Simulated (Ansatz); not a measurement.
# LiTaO2: what the fields show

```
Li Ta O
1.0
     3.04884    0.00000    0.00000
     0.00000    7.23820    0.00000
     0.00000    0.00000    8.70752
Li Ta O
2 2 4
Direct
  0.00000 0.50000 0.00000
  0.50000 0.00000 0.50000
  0.00000 0.00000 0.00000
  0.50000 0.50000 0.50000
  0.00000 0.74461 0.00000
  0.50000 0.24461 0.50000
  0.00000 0.25539 0.00000
  0.50000 0.75539 0.50000
```

Space group Immm; a structure generated by program, which may or may not match a known phase.

Level of theory: DFT PBE, scalar-relativistic, plane waves, PAW in Ansatz 0.2.0.

Core electrons are frozen (PAW), and the valence fields are smoothed inside the atomic spheres.

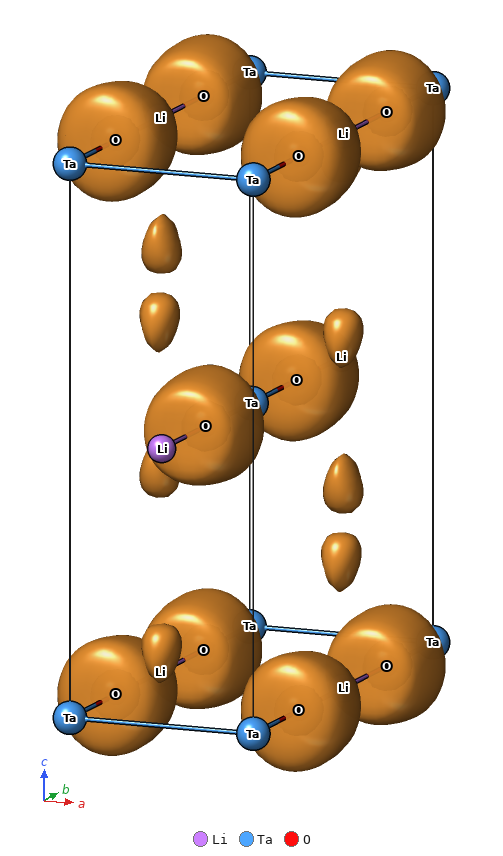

Figure 1. Isosurface of the ELF at 0.7 (orange), seen slightly off an axis. Only the valence region is drawn (cores and ρ < 0.01 e/Å³ removed). Sticks mark near contacts.

Where are the electrons localised?

The ELF exceeds this value in four regions wrapped around O (the valence shell of each) and four pockets between the atoms, centred on no nucleus (multi-centre or interstitial), counted in one cell of 8 atoms. Any copies at cell faces, edges or corners count once.


Li–O (1.77 Å): the ELF peaks at about 0.90 in the valence shell of O, 0.6 Å from its nucleus, and is about 0.65 at the midpoint. Ta–O (1.85 Å): the ELF peaks at about 0.80 in the valence shell of O, 0.5 Å from its nucleus, and drops to about 0.25 between the two atoms; no shared electron pair shows on this line.

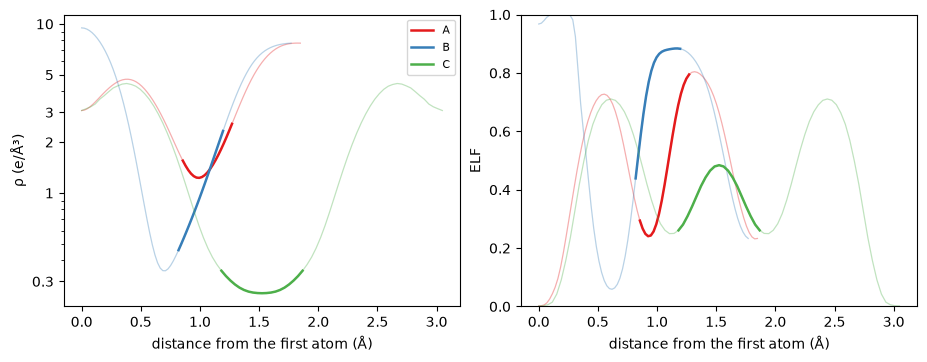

Figure 2. Valence electron density and ELF along straight lines between neighbouring atoms. Thin, pale parts lie inside the atomic spheres.

Which curve belongs to which contact (Li–O, Ta–O and Ta–Ta)? The first atom named is at distance zero.

Curve A: Ta–O (1.85 Å): ρ at the midpoint is about 1.3 e/Å³; the ELF peaks at about 0.80 in the valence shell of O, 0.5 Å from its nucleus, and drops to about 0.25 between the two atoms (no localised pair shows between them). Curve B: Li–O (1.77 Å): ρ is about 0.59 e/Å³ halfway; the ELF peaks at about 0.90 in the valence shell of O, 0.6 Å from its nucleus, and is about 0.65 at the midpoint. Curve C: Ta–Ta (3.05 Å): ρ is about 0.26 e/Å³ halfway; the ELF is about 0.50 at the midpoint.

Metal or insulator at this level of theory?

It is metallic or semimetallic at this level of theory: no gap opens; semilocal functionals without U, or without the true magnetic order, often close the gap of such compounds.
